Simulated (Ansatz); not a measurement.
**Generalised stacking fault on (111) (shuffle set) of a GaAs-GaSb solid solution (48 atoms), the geometry as built**

Zinc-blende GaAs lattice (a = 5.8453 Å, the value set for the mixture), cell with z along [111], 2 x 1 x 2 periods; the third cell vector is tilted by 0.917 of 1/2[1-10] and lengthened by 0 Å, so the cell holds one fault (shuffle set); displaced by a Gaussian of 0.01 Å; 10 of 24 As sites given to Sb at random (lattice constant by Vegard's rule between GaAs and GaSb).

Calculated values (Ansatz 0.2.0, Kohn-Sham DFT, PBE, PAW (set soft_2), plane waves; cutoff 420 eV, k-mesh 2×2×1, fermi-dirac smearing of 0.025 eV) for the geometry as built.

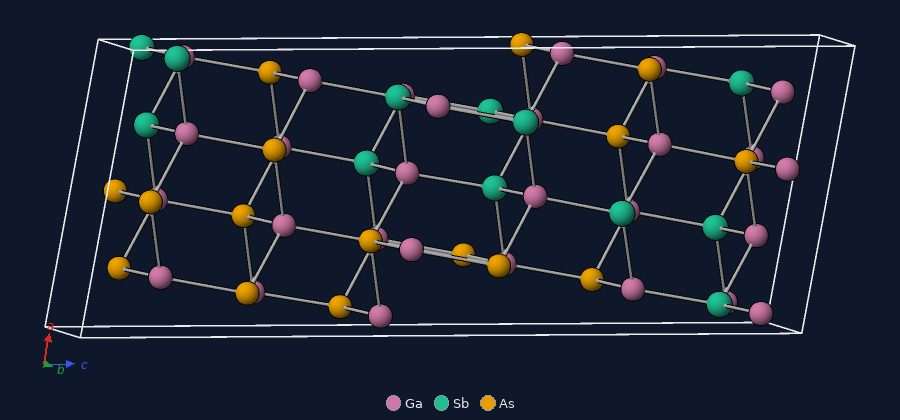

The structure (gallium pink, antimony teal, arsenic orange). Some periodic images of atoms are drawn too.

Extended XYZ; positions in Å, forces in eV/Å:

```xyz
48
Lattice="8.267 0.000 0.000 0.000 7.159 0.000 3.789 0.000 20.249" Properties=species:S:1:pos:R:3:forces:R:3 pbc="T T T"
Ga 6.214 3.576 18.987 0.553 0.524 0.774
Sb 6.196 3.574 1.280 0.115 0.086 -0.434
Ga 6.199 5.942 2.105 -1.054 0.812 0.925
As 6.189 5.970 4.647 0.096 0.049 -0.163
Ga 10.341 3.576 18.985 -1.103 0.440 -0.173
As 2.073 3.574 1.251 0.312 -0.002 0.112
Ga 2.069 5.937 2.117 0.848 -0.432 0.290
As 2.066 5.971 4.632 0.145 -0.054 -0.012
Ga 4.132 7.156 19.001 0.065 -0.064 0.055
As 4.137 7.154 1.267 0.225 -0.056 0.038
Ga 4.142 2.386 2.101 -1.244 -0.708 0.570
As 4.141 2.403 4.644 -0.118 -0.207 -0.112
Ga 4.124 4.767 5.485 0.015 0.042 -0.020
As 4.128 4.759 8.001 -0.052 0.138 0.085
Ga 6.215 1.202 5.476 -0.160 -0.072 -1.127
Sb 6.209 1.191 8.011 -0.113 0.091 -0.139
Ga 6.180 3.578 8.853 -0.843 0.533 -0.340
Sb 6.211 3.574 11.391 -0.178 0.156 -0.016
Ga 6.225 5.975 12.220 -1.257 0.346 -0.338
Sb 6.194 5.972 14.747 0.038 -0.079 0.108
Ga 8.284 7.155 18.996 -0.417 -1.113 0.768
Sb 8.266 0.006 1.266 0.245 -0.048 0.130
Ga 8.255 2.395 2.116 1.086 0.378 0.856
As 8.267 2.390 4.646 0.140 0.103 -0.136
Ga 8.280 4.784 5.466 -0.131 -0.051 -0.924
Sb 8.266 4.778 8.023 -0.064 -0.178 -0.343
Ga 2.043 1.178 5.492 0.215 0.143 -0.029
As 2.083 1.198 8.012 -0.137 -0.099 0.033
Ga 2.067 3.580 8.843 1.003 -0.629 0.577
As 10.339 3.585 11.401 0.104 0.023 -0.100
Ga 10.341 5.983 12.232 0.871 -0.687 0.465
As 10.337 5.954 14.774 0.026 0.085 -0.156
Ga 4.137 7.155 8.848 -0.980 -0.632 0.425
As 4.128 0.001 11.385 0.056 -0.018 -0.021
Ga 4.131 2.382 12.230 -0.942 -0.522 0.490
As 4.137 2.385 14.775 -0.145 0.072 -0.202
Ga 4.120 4.774 15.622 -0.838 -0.563 -1.004
Sb 4.135 4.778 18.133 0.035 -0.019 0.218
Ga 6.207 1.203 15.602 -0.110 0.935 -0.620
Sb 6.194 1.193 18.148 0.233 -0.044 -0.014
Ga 8.259 7.143 8.850 1.168 0.766 -0.229
Sb 8.261 0.016 11.391 0.364 0.010 -0.172
Ga 8.283 2.386 12.230 0.958 0.659 0.890
As 8.258 2.373 14.766 0.200 0.263 -0.079
Ga 8.286 4.777 15.626 0.657 -0.599 0.227
As 8.247 4.764 18.145 0.285 0.093 0.082
Ga 10.330 1.193 15.604 -0.017 -0.081 -1.139
Sb 10.348 1.175 18.137 -0.155 0.210 -0.075
```

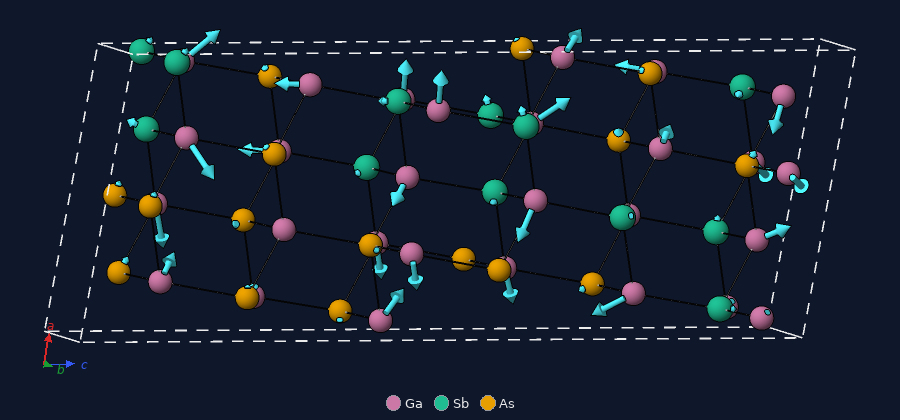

The forces as arrows, the longest 1.62 eV/Å. Some periodic images of atoms are drawn too.

The r.m.s. force component is 0.494 eV/Å; the longest force, 1.62 eV/Å, acts on Ga3.

[Logs are printed without paths, hosts, clocks, repeated set-up lines and the standing remarks that a program may print on its own settings, such as how far it seeks lower states.]

[Hosts, paths, dates, database ids (printed as entryN), source tags and the programs' standing remarks are cut or masked in the printed files.]
